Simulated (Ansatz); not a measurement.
## From SnO2 to SnSe2

System: SnO2 (Pnnm, 6 atoms in the cell).
Method of run A: DFT r2SCAN, scalar-relativistic, plane waves, PAW, no spin polarisation (Ansatz 0.2.0).
System of run B: SnSe2 (6 atoms in the cell).

On run A: The structure derives from a Materials Project entry. On run B: The structure was made by swapping elements on the sites of another compound; it need not be a known phase. It belongs to a series of runs on one base structure; here: O -> Se on all its sites, cell and atoms relaxed. Text and figures count atoms from 1; the logs count them from 0 in places.

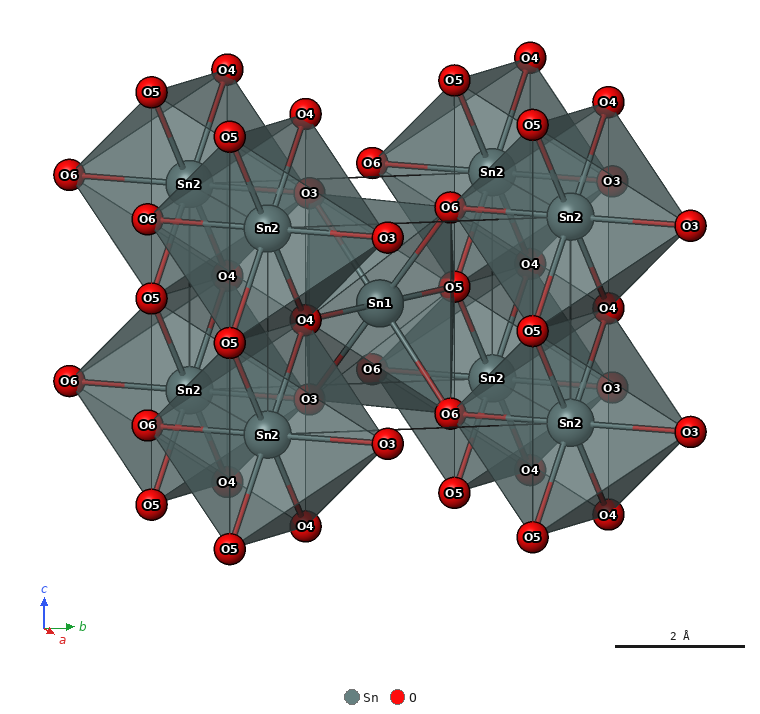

Fig. 1: The structure (polyhedral view of the cell of the calculation, seen slightly off an axis; polyhedra are completed across the faces of the cell; atoms are numbered from 1 in the order of the input).

**Input file, run A**
```yaml
crystal:
  lattice:
    - [4.788004, 0.0, 0.0]
    - [0.0, 4.866582, 0.0]
    - [0.0, 0.0, 3.240898]
  atoms:
    - { symbol: Sn, position: [0.5, 0.5, 0.5] }
    - { symbol: Sn, position: [0.0, 0.0, 0.0] }
    - { symbol: O, position: [0.291855, 0.321042, 0.0] }
    - { symbol: O, position: [0.791855, 0.178958, 0.5] }
    - { symbol: O, position: [0.208145, 0.821042, 0.5] }
    - { symbol: O, position: [0.708145, 0.678958, 0.0] }
basis:
  ecutwfc: 500
kpoints:
  mp_grid: { grid: [4, 4, 6] }
hamiltonian:
  xc: r2scan
scf:
  occupations: { method: gaussian, width: 0.1 }
output:
  forces: true
  stress: true
  eigenvalues: true
```

Command:
```bash
ansatz run input.yaml --threads 1 --pin off --max-ram 2560MiB --backend cpu --events-out ev --progress --plain --runs-dir out
```

Hardware: 1 thread of Intel Xeon @ 2.50GHz (Skylake/Cascade Lake), 192 GiB of memory available, shared host.

**Output, shortened to warnings, some set-up lines, iterations and results (run A)**
```
Basis set: ecut = 500 eV, 1931 PW (Γ), exchange–correlation on 144×144×96 points (64 copies of the dense FFT grid, shifted against one another)
Symmetry: 8 space group operations
k-points: 36 of 96
Initial density: superposition of atomic densities (neutral atoms: chi_scale 0, normalization atom), corrected by the library's trained network
[...]
SCF iter   1: F=—  HF=-14352.236939 eV  |F-HF|=—  |Δ(HF+E_count)|=         —  Δρ=1.03e-2  dr2=6.05e-2  dr2_τ=2.38e-1  ethr=1.77e-3  ⟨swp⟩=5.8  Hψ=4995  notcnv=0
SCF iter   2: F=—  HF=-14352.329748 eV  |F-HF|=—  |Δ(HF+E_count)|=   9.28e-2  Δρ=6.06e-3  dr2=1.53e-2  dr2_τ=1.09e-3  ethr=1.16e-4  ⟨swp⟩=2.0  Hψ=2168  notcnv=0  defer=64
SCF iter   3: F=—  HF=-14352.328582 eV  |F-HF|=—  |Δ(HF+E_count)|=   1.17e-3  Δρ=1.02e-3  dr2=7.96e-4  dr2_τ=1.37e-4  ethr=2.95e-5  ⟨swp⟩=1.0  Hψ=1088  notcnv=0  defer=28
SCF iter   4: F=—  HF=-14352.328593 eV  |F-HF|=—  |Δ(HF+E_count)|=   1.13e-5  Δρ=3.17e-4  dr2=5.87e-5  dr2_τ=5.35e-6  ethr=1.53e-6  ⟨swp⟩=2.3  Hψ=1628  notcnv=0  defer=28
SCF iter   5: F=—  HF=-14352.328599 eV  |F-HF|=—  |Δ(HF+E_count)|=   5.81e-6  Δρ=1.14e-4  dr2=1.25e-5  dr2_τ=6.45e-7  ethr=1.13e-7  ⟨swp⟩=2.1  Hψ=1643  notcnv=0  defer=28
SCF iter   6: F=—  HF=-14352.328596 eV  |F-HF|=—  |Δ(HF+E_count)|=   2.61e-6  Δρ=5.39e-5  dr2=2.45e-6  dr2_τ=7.44e-8  ethr=2.41e-8  ⟨swp⟩=2.8  Hψ=1968  notcnv=0  defer=28
SCF iter   7: F=-14352.328596 eV  HF=-14352.328596 eV  |F-HF|=3.61e-9  |Δ(HF+E_count)|=   5.55e-7  Δρ=5.66e-6  dr2=2.35e-8  dr2_τ=1.57e-9  ethr=1.92e-10  ⟨swp⟩=7.9  Hψ=5661  …
SCF 1 converged in 7 iterations: F = -14352.328596 eV  dr2 = 2.35e-8
SCF converged after 7 iterations
Free energy (F): -14352.328596 eV
Harris-Foulkes:  -14352.328596 eV  (|F-HF|=3.61e-9)
Internal energy: -14352.328596 eV  (E = F + TS)
E sigma→0 (E₀):  -14352.328596 eV
Fermi energy:    8.917018 eV
--- Per-component energies (eV) ---
  E_band       = -194.862890
  E_kinetic    = 1079.884554
  E_local      = -2956.877660  (includes V_loc(G=0)·N_el)
  E_nonlocal   = 130.710595
  E_hartree    = 1523.990561
  E_xc         = -1034.336167
  E_vxc        = -620.747449  (∫ρ·V_xc dr)
  E_paw        = -8984.584328  (= ΣΔE_a)
  E_vpaw       = -915.167710  (= ΣTr[D̂ρ^β])
  E_aug_tail   = 0.004049  (compensation charges beyond the density's cutoff)
  E_vtau       = 39.345192  (kinetic-family band-sum trace: ∫τ·v_τ [+ j·A + Jᵃ·Aᵃ] dr)
  E_ewald      = -4112.463075
  E_core_change = 1.342876  (= ΣΔE_core)
  E_smearing   = -0.000000  (= −TS)
  E_closure    = 0.000000  (closes the sum)
  Σ components = -14352.328596   (vs F -14352.328596, Δ=0.00e0)
--- Forces (eV/Å), atoms counted from 1 ---
  atom   1  Sn     0.00000000     0.00000000     0.00000000
  atom   2  Sn     0.00000000     0.00000000     0.00000000
  atom   3  O      0.12577425    -0.04323694     0.00000000
  atom   4  O      0.12577425     0.04323694     0.00000000
  atom   5  O     -0.12577425    -0.04323694     0.00000000
  atom   6  O     -0.12577425     0.04323694     0.00000000
  max |Σ_I F_I| component: 5.55e-17 eV/Å
--- Stress (GPa, compression-positive) ---
       -7.398783       0.000000       0.000000
        0.000000      -7.723369       0.000000
        0.000000       0.000000      -9.495522
  P = ⅓ Tr σ = -8.2059 GPa (-82.059 kbar)
```

The input of run B differs as follows (lines with − go, lines with + come):
```diff
-    - [4.788004, 0.0, 0.0]
-    - [0.0, 4.866582, 0.0]
-    - [0.0, 0.0, 3.240898]
+    - [5.9152643754, 0.0, 0.0]
+    - [0.0, 5.9155620324, 0.0]
+    - [0.0, 0.0, 3.9776835793]
-    - { symbol: O, position: [0.291855, 0.321042, 0.0] }
-    - { symbol: O, position: [0.791855, 0.178958, 0.5] }
-    - { symbol: O, position: [0.208145, 0.821042, 0.5] }
-    - { symbol: O, position: [0.708145, 0.678958, 0.0] }
+    - { symbol: Se, position: [0.3058623572, 0.3059582262, 0.0] }
+    - { symbol: Se, position: [0.8058623572, 0.1940417738, 0.5] }
+    - { symbol: Se, position: [0.1941376428, 0.8059582262, 0.5] }
+    - { symbol: Se, position: [0.6941376428, 0.6940417738, 0.0] }
-  mp_grid: { grid: [4, 4, 6] }
+  mp_grid: { grid: [4, 4, 4] }
```

How does run B compare with run A?

The total energies belong to different systems, so their difference says nothing on which is more stable or more accurate. The gap on the mesh goes from 1.40 to 0.45 eV. The pressure goes from −8.21 to 14.85 GPa. The largest force goes from 0.133 to 0.334 eV/Å. The volume per atom goes from 12.59 to 23.20 Å³. The number of SCF iterations is the same. The irreducible k-points go from 36 to 27. The plane waves at Γ go from 1931 to 3499. On the same kind of shared host run B took about 2 times as long.

**Output, shortened to warnings, some set-up lines, iterations and results (run B)**
```
Basis set: ecut = 500 eV, 3499 PW (Γ), exchange–correlation on 180×180×120 points (64 copies of the dense FFT grid, shifted against one another)
Symmetry: 8 space group operations
k-points: 27 of 64
Initial density: superposition of atomic densities (neutral atoms: chi_scale 0, normalization atom), corrected by the library's trained network
[...]
SCF iter   1: F=—  HF=-33989.944396 eV  |F-HF|=—  |Δ(HF+E_count)|=         —  Δρ=7.21e-3  dr2=7.00e-2  dr2_τ=3.06e-2  ethr=1.77e-3  ⟨swp⟩=6.3  Hψ=5800  notcnv=0  defer=28
SCF iter   2: F=—  HF=-33990.005511 eV  |F-HF|=—  |Δ(HF+E_count)|=   6.11e-2  Δρ=3.83e-3  dr2=1.79e-2  dr2_τ=2.39e-4  ethr=7.61e-5  ⟨swp⟩=2.0  Hψ=3078  notcnv=0  defer=102
SCF iter   3: F=—  HF=-33990.004728 eV  |F-HF|=—  |Δ(HF+E_count)|=   7.82e-4  Δρ=1.02e-3  dr2=9.79e-4  dr2_τ=2.54e-5  ethr=1.95e-5  ⟨swp⟩=2.1  Hψ=1898  notcnv=0  defer=75
SCF iter   4: F=—  HF=-33990.004734 eV  |F-HF|=—  |Δ(HF+E_count)|=   5.39e-6  Δρ=2.87e-4  dr2=6.95e-5  dr2_τ=1.95e-6  ethr=1.06e-6  ⟨swp⟩=2.0  Hψ=2651  notcnv=0  defer=75
SCF iter   5: F=—  HF=-33990.004766 eV  |F-HF|=—  |Δ(HF+E_count)|=   3.27e-5  Δρ=5.99e-5  dr2=6.38e-6  dr2_τ=1.04e-7  ethr=7.56e-8  ⟨swp⟩=2.0  Hψ=2101  notcnv=0  defer=75
SCF iter   6: F=—  HF=-33990.004767 eV  |F-HF|=—  |Δ(HF+E_count)|=   7.64e-7  Δρ=1.41e-5  dr2=3.96e-7  dr2_τ=1.30e-8  ethr=6.93e-9  ⟨swp⟩=2.0  Hψ=2112  notcnv=0  defer=75
SCF iter   7: F=-33990.004767 eV  HF=-33990.004767 eV  |F-HF|=3.59e-9  |Δ(HF+E_count)|=   1.19e-7  Δρ=5.76e-6  dr2=5.01e-8  dr2_τ=6.52e-10  ethr=1.09e-10  ⟨swp⟩=10.2  Hψ=6783 …
SCF 1 converged in 7 iterations: F = -33990.004767 eV  dr2 = 5.01e-8
SCF converged after 7 iterations
Free energy (F): -33990.004767 eV
Harris-Foulkes:  -33990.004767 eV  (|F-HF|=3.59e-9)
Internal energy: -33990.004723 eV  (E = F + TS)
E sigma→0 (E₀):  -33990.004745 eV
Entropy (-TS):   -0.000044 eV (-0.007 meV/atom)
Fermi energy:    9.854603 eV
--- Per-component energies (eV) ---
  E_band       = -1670.955831
  E_kinetic    = 865.645873
  E_local      = -11417.006810  (includes V_loc(G=0)·N_el)
  E_nonlocal   = -2445.771416
  E_hartree    = 5921.855379
  E_xc         = -1146.196509
  E_vxc        = -636.779342  (∫ρ·V_xc dr)
  E_paw        = -16028.467292  (= ΣΔE_a)
  E_vpaw       = 85.954898  (= ΣTr[D̂ρ^β])
  E_aug_tail   = -0.000829  (compensation charges beyond the density's cutoff)
  E_vtau       = 33.285841  (kinetic-family band-sum trace: ∫τ·v_τ [+ j·A + Jᵃ·Aᵃ] dr)
  E_ewald      = -9734.474678
  E_core_change = -5.588441  (= ΣΔE_core)
  E_smearing   = -0.000044  (= −TS)
  E_closure    = 0.000000  (closes the sum)
  Σ components = -33990.004767   (vs F -33990.004767, Δ=0.00e0)
--- Forces (eV/Å), atoms counted from 1 ---
  atom   1  Sn     0.00000000     0.00000000    -0.00000000
  atom   2  Sn    -0.00000000     0.00000000     0.00000000
  atom   3  Se    -0.23662341    -0.23559545     0.00000000
  atom   4  Se    -0.23662341     0.23559545     0.00000000
  atom   5  Se     0.23662341    -0.23559545    -0.00000000
  atom   6  Se     0.23662341     0.23559545    -0.00000000
  max |Σ_I F_I| component: 5.55e-17 eV/Å
--- Stress (GPa, compression-positive) ---
       15.018841       0.000000       0.000000
        0.000000      15.020244       0.000000
        0.000000       0.000000      14.495938
  P = ⅓ Tr σ = 14.8450 GPa (148.450 kbar)
```

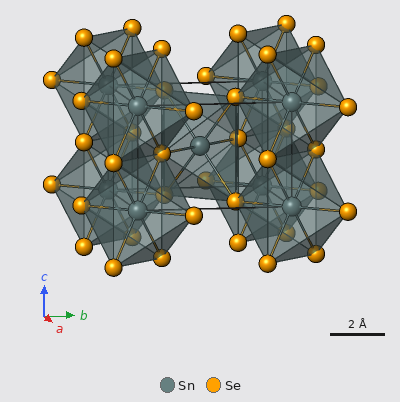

Fig. 2: The input structure of run B (polyhedral view of the cell of the calculation, seen slightly off an axis; polyhedra are completed across the faces of the cell).

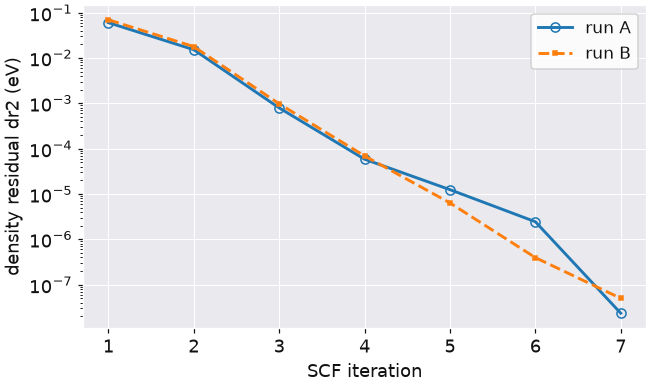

Fig. 3: Convergence of the two runs: density residual dr2 against the SCF iteration. Run A takes 7 iterations in all, and run B takes 7.

**The two runs side by side**

```csv
quantity,run A,run B
outcome,converged,converged
free energy per atom (eV),−2392.0548,−5665.0008
gap on the mesh (eV),1.40,0.45
pressure (GPa),−8.21,14.85
volume per atom (Å³),12.59,23.20
largest force (eV/Å),0.133,0.334
SCF iterations,7,7
irreducible k-points,36,27
plane waves at Γ,1931,3499
wall time (shared host),19 s,38 s
```

For run A: The cell is under a tension of 8.2 GPa at this level, so it is not at its equilibrium volume. For run B: The cell is under a pressure of 14.8 GPa at this level, so it is not at its equilibrium volume.
